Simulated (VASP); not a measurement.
BN (space group Fmm2, No. 42). Coordinates: a cell listed in the Materials Project, as set up for an electronic-structure calculation.

```
N B
1.0
     2.50326    0.00000    0.00000
     0.00000    6.99063    0.00000
     0.00000    0.00000    4.33218
N B
4 4
Direct
  0.50000 0.00000 0.16665
  0.50000 0.50000 0.66665
  0.00000 0.00000 0.66665
  0.00000 0.50000 0.16665
  0.50000 0.00000 0.50005
  0.50000 0.50000 0.00005
  0.00000 0.00000 0.00005
  0.00000 0.50000 0.50005
```

Describe how the polyhedra about B are linked (bonds: B–N below 1.6 Å).

B: BN3 triangle, sharing corners with six neighbours.

They form layers of corner-sharing triangles parallel to (010).

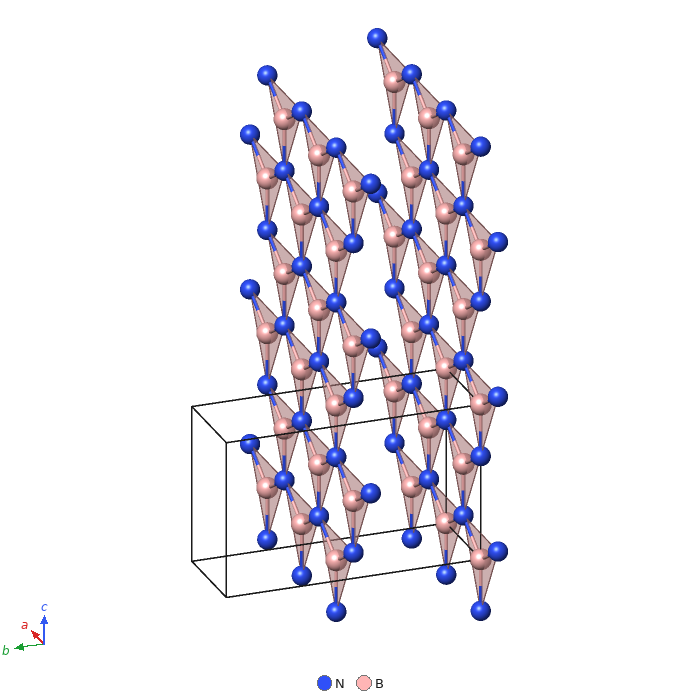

Polyhedra are drawn about B (bonds: B–N below 1.6 Å); other atoms are plain spheres.
